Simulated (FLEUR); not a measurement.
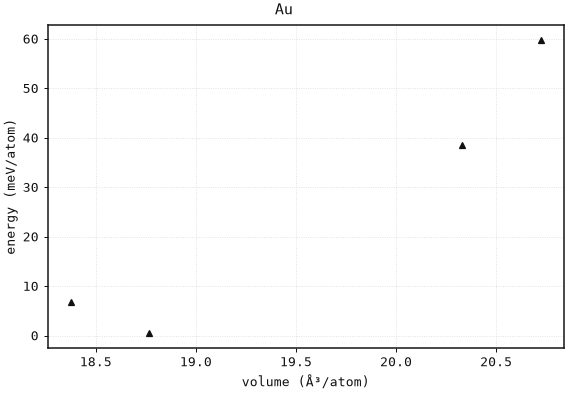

The figure shows the energy against volume for Au, space group P-1 (No. 2).

Cell as given: a = 2.815 Å, b = 2.820 Å, c = 5.191 Å, α = 103.14°, β = 102.66°, γ = 90.26°; 2 atoms.

Computed with FLEUR MaX-R8.1 (later development tree): all-electron LAPW DFT, no spin polarisation; energies at scaled volumes of the given cell, shape and fractions fixed, counted from the fit's minimum, third-order Birch-Murnaghan fit. Level: r2SCAN.

| setting | value |
| --- | --- |
| k mesh | 10×10×6 |
| occupations | Fermi–Dirac |
| smearing width | 0.05 eV |
| potentials | all electron |
| program settings | basis FLAPW, kmax 4.22 1/bohr |

The point at volume 19.55 Å³/atom is left out of the plot. What does the calculation give there?

| volume (Å³/atom) | energy (meV/atom) |
| --- | --- |
| 19.55 | 8.58 |

Caveats: spin-orbit coupling left out, heavy elements; shape and atomic fractions are frozen while scaling, which makes layered, chain and framework solids too stiff.
